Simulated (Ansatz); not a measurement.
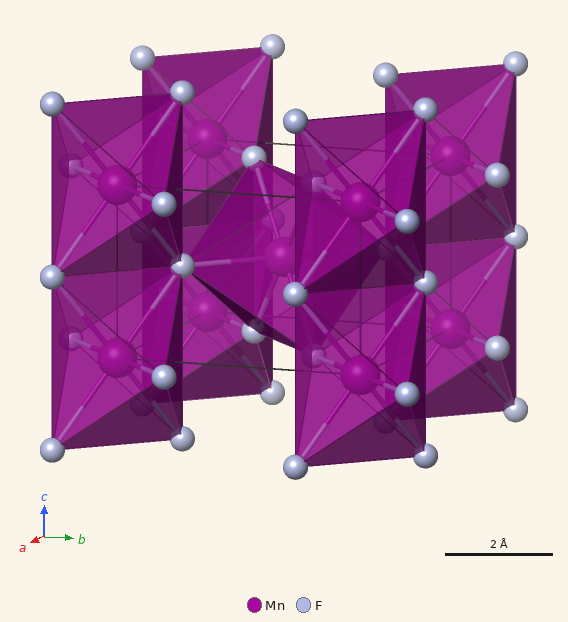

The structure as given in the input (polyhedral view of the cell of the calculation, seen slightly off an axis; polyhedra are completed across the faces of the cell).

## Single-point calculation, with input and output: MnF₂ (part 1 of 2)

System: MnF₂ (P4₂/mnm, 6 atoms in the cell).
Method: DFT PBEsol+U, scalar-relativistic, plane waves, PAW, Ueff = 4 eV on Mn atom 1 d; Ueff = 4 eV on Mn atom 2 d, spin-polarised (Ansatz 0.2.0).

The structure derives from an entry of the Crystallography Open Database. It belongs to a series of runs on one base structure; here: natural orbitals of the symmetric run, filled by rank. Figures and captions count atoms from 1; the log counts them from 0 in places.

Input file
```yaml
crystal:
  lattice:
    - [4.87339966, 0.0, 0.0]
    - [0.0, 4.87339966, 0.0]
    - [0.0, 0.0, 3.30989977]
  atoms:
    - { symbol: Mn, position: [0.0, 0.0, 0.0], spin: 5.0 }
    - { symbol: Mn, position: [0.5, 0.5, 0.5], spin: 5.0 }
    - { symbol: F, position: [0.305, 0.305, 0.0] }
    - { symbol: F, position: [0.195, 0.805, 0.5] }
    - { symbol: F, position: [0.695, 0.695, 0.0] }
    - { symbol: F, position: [0.805, 0.195, 0.5] }
basis:
  ecutwfc: 420
  ecutrho_ratio: 4
kpoints:
  mp_grid: { grid: [4, 4, 6] }
hamiltonian:
  xc: pbesol
  hubbard:
    sites:
      - { site: 0, l: d, u_eff: 4.0, starting_ns: [{ spin: up, occupation_matrix: s0up }, { spin: down, occupation_matrix: s0down }] }
      - { site: 1, l: d, u_eff: 4.0, starting_ns: [{ spin: up, occupation_matrix: s1up }, { spin: down, occupation_matrix: s1down }] }
    occupation_matrices:
      s0up:
        matrix:
          - [0.97, 0.0, 0.0, 0.0, 0.0]
          - [0.0, 0.97, 0.0, 0.0, 0.0]
          - [0.0, 0.0, 0.97, 0.0, 0.0]
          - [0.0, 0.0, 0.0, 0.97, 0.0]
          - [0.0, 0.0, 0.0, 0.0, 0.97]
      s0down:
        matrix:
          - [0.02, 0.0, 0.0, 0.0, 0.0]
          - [0.0, 0.02, 0.0, 0.0, 0.0]
          - [0.0, 0.0, 0.02, 0.0, 0.0]
          - [0.0, 0.0, 0.0, 0.02, 0.0]
          - [0.0, 0.0, 0.0, 0.0, 0.02]
      s1up:
        matrix:
          - [0.97, 0.0, 0.0, 0.0, 0.0]
          - [0.0, 0.97, 0.0, 0.0, 0.0]
          - [0.0, 0.0, 0.97, 0.0, 0.0]
          - [0.0, 0.0, 0.0, 0.97, 0.0]
          - [0.0, 0.0, 0.0, 0.0, 0.97]
      s1down:
        matrix:
          - [0.02, 0.0, 0.0, 0.0, 0.0]
          - [0.0, 0.02, 0.0, 0.0, 0.0]
          - [0.0, 0.0, 0.02, 0.0, 0.0]
          - [0.0, 0.0, 0.0, 0.02, 0.0]
          - [0.0, 0.0, 0.0, 0.0, 0.02]
    ns_hold: { iters: 10 }
scf:
  occupations: { method: gaussian, width: 0.05 }
  lower_state_search: "off"
  max_iter: 150
output:
  forces: true
  stress: true
  eigenvalues: true
  populations: true
  hubbard: { sites: [{ site: 0, l: d }, { site: 1, l: d }] }
  write_density: true
  write_potential: true
  elf: true
  volumetric_format: npy
magnetization:
  spin_polarized: true
```

Hardware: 4 threads of Intel Xeon (Sapphire Rapids), 16 GiB of memory available, shared host.

Launched with:
```bash
ansatz run input.yaml --threads 4 --pin off --max-ram 6144MiB --backend cpu --events-out ev --progress --plain --runs-dir out
```

Output
```
Mn: projections on atomic orbitals take those of the free atom [Ne] 3s2 3p6 3d5 4s2, of charge +0.00 (hamiltonian.pseudopotentials.projection_atoms); the dataset's partial waves leave at most 9.0e-7 of an orbital's norm unspanned inside its sphere
F: projections on atomic orbitals take those of the free atom [He] 2s2 2p5, of charge +0.00 (hamiltonian.pseudopotentials.projection_atoms); the dataset's partial waves leave at most 1.6e-8 of an orbital's norm unspanned inside its sphere
Engine: ansatz 0.2.0, x86_64-unknown-linux-gnu
Pseudopotentials: kind: paw
Pseudopotential: Mn, paw, valence charge 15, recommended cutoff 420 eV (normal), Mn.paw.azcp
Pseudopotential: F, paw, valence charge 7, recommended cutoff 420 eV (normal), F.paw.azcp
Functional definition: PBEsol
  exchange = pbesol_x
  correlation = pbesol_c
Crystal: 6 atoms, lattice volume = 78.610 Å³
Basis set: ecut = 420 eV, 1519 PW (Γ), exchange–correlation on 72×72×48 points (8 copies of the dense FFT grid, shifted against one another)
Bands: 41, of which v1, the nominal top of the filled ones, is band 29 counted from 1 (28 counted from 0)
Symmetry: 16 space group operations
Space group: P42/mnm (ITA 136), of the structure as read, at distance tolerance 4.3e-5 Å
Magnetic group: BNS 136.495 (UNI 1155), of the structure as read, at distance tolerance 4.3e-5 Å
k-points: 24 of 96
Non-local potential: Mn, projectors of the file, l = 0: 3, l = 1: 2, l = 2: 3, l = 3: 1
Non-local potential: F, projectors of the file, l = 0: 2, l = 1: 2, l = 2: 1
PAW form: soft (Blöchl's): semilocal exchange-correlation on the pseudo side does not see the compensation charge
PAW frozen core: Mn, regenerated for the run's functional, and the local potential with it (the file was generated under x = pbe(κ = 0.804, μ = 0.2195149727645171), c = pbe(β = 0.06672455060314922))
PAW frozen core: F, regenerated for the run's functional, and the local potential with it (the file was generated under x = pbe(κ = 0.804, μ = 0.2195149727645171), c = pbe(β = 0.06672455060314922))
PAW one-centre angular grid: Mn, 590 points (default); XC on 64 Gauss nodes
PAW one-centre angular grid: F, 110 points (default); XC on 64 Gauss nodes
Initial density: superposition of atomic densities (chi_scale 0.1, normalization cell, long waves kept (reshape's long-wave potential 0.01 eV rms))
Starting moments: Σ|m| = 10 μB on 2 of 6 sites
Initial wavefunctions: pseudopotential atomic-orbital guess
Functional: x = pbesol(κ = 0.804, μ = 0.12345679012345678), c = pbesol(β = 0.046)
SCF iter   1: F=—  HF=-10960.109641 eV  |F-HF|=—  |Δ(HF+E_count)|=         —  Δρ=5.12e-1 (↑2.03e-1 ↓5.12e-1)  dr2=3.64e2  dr2_m=2.44e1  M=4.509 μB ∫|m|=4.509 μB  β_m=0.30  ethr=3.10e-3  ⟨swp⟩=6.2  Hψ=7508  notcnv=0  defer=4
preconditioner: auto → Kerker (q_TF=auto, 2.593 Å⁻¹)  [metal: Δε(μ)=0.010 eV  Ē_g=13.505 eV  σ=0.050 eV  W_gap=0.11  n_scr=22 (ndim 8)  ℏωp=27.1 eV  f_vac=0.063  D(μ)=10.70/eV (n_scr^D=160)]
spin=Collinear: Kerker preconditioning applied to the charge; magnetization (m = ρ↑ − ρ↓) channel mixes plain (no charge-response kernel on spin).
SCF iter   2: F=—  HF=-10941.495905 eV  |F-HF|=—  |Δ(HF+E_count)|=    1.86e1  Δρ=1.02e-1 (↑7.92e-2 ↓1.02e-1)  dr2=8.93e0  dr2_m=1.81e0  M=10.000 μB ∫|m|=10.000 μB  β_m=1.00  ethr=3.10e-3  ⟨swp⟩=4.0  Hψ=5347  notcnv=0  defer=171
preconditioner: auto → Resta (q_TF=auto, 2.593 Å⁻¹)  ε∞=3.8  [insulator: Δε(μ)=2.080 eV  Ē_g=16.195 eV  σ=0.050 eV  W_gap=1.00  n_scr=22 (ndim 8)  ℏωp=27.1 eV  f_vac=0.037  D(μ)=0.00/eV (n_scr^D=0)  ε∞_Penn≈3.8]
spin=Collinear: Resta preconditioning applied to the charge; magnetization (m = ρ↑ − ρ↓) channel mixes plain (no charge-response kernel on spin).
SCF iter   3: F=—  HF=-10939.538011 eV  |F-HF|=—  |Δ(HF+E_count)|=    1.96e0  Δρ=4.04e-2 (↑4.04e-2 ↓3.99e-2)  dr2=2.46e0  dr2_m=1.90e-2  M=10.000 μB ∫|m|=10.000 μB  β_m=1.00  ethr=3.10e-3  ⟨swp⟩=3.0  Hψ=4156  notcnv=0  defer=168
SCF iter   4: F=—  HF=-10939.783494 eV  |F-HF|=—  |Δ(HF+E_count)|=   2.45e-1  Δρ=1.33e-2 (↑1.33e-2 ↓1.28e-2)  dr2=2.13e-1  dr2_m=2.90e-2  M=10.000 μB ∫|m|=10.000 μB  β_m=0.30  ethr=3.10e-3  ⟨swp⟩=2.7  Hψ=4304  notcnv=0  defer=177
Mixer restart at iter 4: flushing history
spin-set hold released at iteration 4 (site moments contracting): the magnetisation degrees of freedom join the quasi-Newton model from the next iteration; the mixer history was flushed
SCF iter   5: F=—  HF=-10940.095037 eV  |F-HF|=—  |Δ(HF+E_count)|=   3.12e-1  Δρ=8.27e-3 (↑7.45e-3 ↓8.27e-3)  dr2=8.32e-2  dr2_m=1.16e-2  M=10.000 μB ∫|m|=10.000 μB  β_m=0.61  ethr=3.68e-4  ⟨swp⟩=2.3  Hψ=2827  notcnv=0  defer=169
SCF iter   6: F=—  HF=-10940.452082 eV  |F-HF|=—  |Δ(HF+E_count)|=   3.57e-1  Δρ=3.32e-3 (↑3.32e-3 ↓3.27e-3)  dr2=1.72e-2  dr2_m=8.75e-4  M=10.000 μB ∫|m|=10.000 μB  β_m=0.59  ethr=1.44e-4  ⟨swp⟩=2.5  Hψ=3853  notcnv=0  defer=169
SCF iter   7: F=—  HF=-10940.457646 eV  |F-HF|=—  |Δ(HF+E_count)|=   5.56e-3  Δρ=8.57e-4 (↑8.04e-4 ↓8.57e-4)  dr2=2.26e-3  dr2_m=1.83e-5  M=10.000 μB ∫|m|=10.000 μB  β_m=0.80  ethr=2.97e-5  ⟨swp⟩=2.0  Hψ=3269  notcnv=0  defer=169
SCF iter   8: F=—  HF=-10940.459848 eV  |F-HF|=—  |Δ(HF+E_count)|=   2.20e-3  Δρ=1.77e-4 (↑1.77e-4 ↓1.67e-4)  dr2=1.56e-4  dr2_m=6.42e-7  M=10.000 μB ∫|m|=10.000 μB  β_m=0.90  ethr=3.89e-6  ⟨swp⟩=2.0  Hψ=2938  notcnv=0  defer=169
SCF iter   9: F=—  HF=-10940.460059 eV  |F-HF|=—  |Δ(HF+E_count)|=   2.11e-4  Δρ=5.19e-5 (↑4.60e-5 ↓5.19e-5)  dr2=1.20e-5  dr2_m=1.17e-7  M=10.000 μB ∫|m|=10.000 μB  β_m=0.95  ethr=2.69e-7  ⟨swp⟩=2.0  Hψ=2504  notcnv=0  defer=169
SCF iter  10: F=—  HF=-10940.460068 eV  |F-HF|=—  |Δ(HF+E_count)|=   9.35e-6  Δρ=4.32e-5 (↑4.32e-5 ↓1.49e-5)  dr2=1.20e-6  dr2_m=2.50e-7  M=10.000 μB ∫|m|=10.000 μB  β_m=0.88  ethr=2.07e-8  ⟨swp⟩=2.0  Hψ=2906  notcnv=0  defer=169
SCF iter  11: F=—  HF=-10940.460068 eV  |F-HF|=—  |Δ(HF+E_count)|=   1.22e-7  Δρ=8.63e-6 (↑8.63e-6 ↓7.61e-6)  dr2=1.38e-7  dr2_m=1.06e-9  M=10.000 μB ∫|m|=10.000 μB  β_m=0.88  ethr=2.07e-9  ⟨swp⟩=2.0  Hψ=3139  notcnv=0  defer=169
Mixer restart at iter 11: flushing history
SCF iter  12: F=—  HF=-10940.460076 eV  |F-HF|=—  |Δ(HF+E_count)|=         —  Δρ=9.75e-6 (↑9.75e-6 ↓7.54e-6)  dr2=1.49e-7  dr2_m=5.33e-9  M=10.000 μB ∫|m|=10.000 μB  β_m=0.88  ethr=2.38e-10  ⟨swp⟩=1.0  Hψ=1802  notcnv=0  defer=169
SCF iter  13: F=—  HF=-10940.492465 eV  |F-HF|=—  |Δ(HF+E_count)|=   3.24e-2  Δρ=4.43e-4 (↑1.49e-5 ↓4.43e-4)  dr2=1.37e-4  dr2_m=3.65e-5  M=10.000 μB ∫|m|=10.000 μB  β_m=0.94  ethr=2.38e-10  ⟨swp⟩=3.4  Hψ=3753  notcnv=0  defer=169
SCF iter  14: F=—  HF=-10940.493146 eV  |F-HF|=—  |Δ(HF+E_count)|=   6.82e-4  Δρ=3.77e-4 (↑3.77e-4 ↓2.22e-4)  dr2=1.34e-4  dr2_m=8.41e-6  M=10.000 μB ∫|m|=10.000 μB  β_m=0.81  ethr=2.38e-10  ⟨swp⟩=4.0  Hψ=5232  notcnv=0  defer=169
SCF iter  15: F=—  HF=-10940.493105 eV  |F-HF|=—  |Δ(HF+E_count)|=   4.10e-5  Δρ=1.06e-4 (↑1.89e-5 ↓1.06e-4)  dr2=9.99e-6  dr2_m=1.55e-6  M=10.000 μB ∫|m|=10.000 μB  β_m=0.83  ethr=2.38e-10  ⟨swp⟩=3.7  Hψ=4997  notcnv=0  defer=169
SCF iter  16: F=—  HF=-10940.493103 eV  |F-HF|=—  |Δ(HF+E_count)|=   2.29e-6  Δρ=1.28e-5 (↑7.92e-6 ↓1.28e-5)  dr2=2.39e-7  dr2_m=5.10e-8  M=10.000 μB ∫|m|=10.000 μB  β_m=0.91  ethr=2.38e-10  ⟨swp⟩=3.0  Hψ=3827  notcnv=0  defer=169
SCF iter  17: F=-10940.493103 eV  HF=-10940.493103 eV  |F-HF|=3.70e-8  |Δ(HF+E_count)|=   5.02e-9  Δρ=7.68e-6 (↑7.68e-6 ↓6.17e-6)  dr2=5.99e-8  dr2_m=7.76e-9  M=10.000 μB ∫|m|=10.000 μB  ethr=1.72e-10  ⟨swp⟩=12.9  Hψ=13188  notcnv=0
SCF 1 converged in 17 iterations: F = -10940.493103 eV  dr2 = 5.99e-8
  greatest PAW one-centre occupation: 1.005 electrons in one spin orbital (limit 2), on the Mn atom at site 1 (counted from 0), in its partial waves of l = 1
```

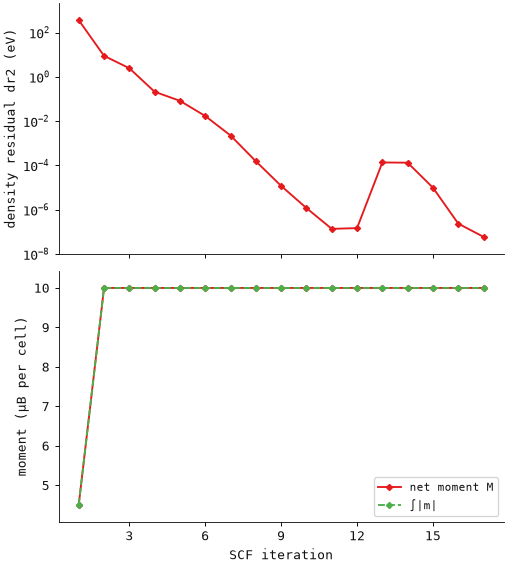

Convergence of the self-consistent field: density residual dr2 and magnetic moment against the SCF iteration. The residual comes down, with one marked jump up, by a factor of about 900, at step 13. The net moment goes from 4.5 to 10.0 μB per cell.

```
SCF converged after 17 iterations
Magnetization: 10.0000 μB (34.0000 up, 24.0000 down)
Absolute magnetization: 10.0001 μB (∫|ρ↑−ρ↓|, with the PAW one-centre terms)
Spin contamination: 0.0081 ħ² per cell (⟨S²⟩ above its minimum at these occupations)
Per-site moments (μB) at R_I (Å): [(4.225373665211196, 0.8671032594184582), (4.225373665211191, 0.8671032594184584), (0.06806895671830762, 0.8671032594184582), (0.06806895671830718, 0.8671032594184584), (0.06806895671830746, 0.8671032594184584), (0.06806895671830741, 0.8671032594184584)]
Free energy (F): -10940.493103 eV
Harris-Foulkes:  -10940.493103 eV  (|F-HF|=3.70e-8)
Internal energy: -10940.493103 eV  (E = F + TS)
E sigma→0 (E₀):  -10940.493103 eV
Fermi energy:    7.054467 eV
```
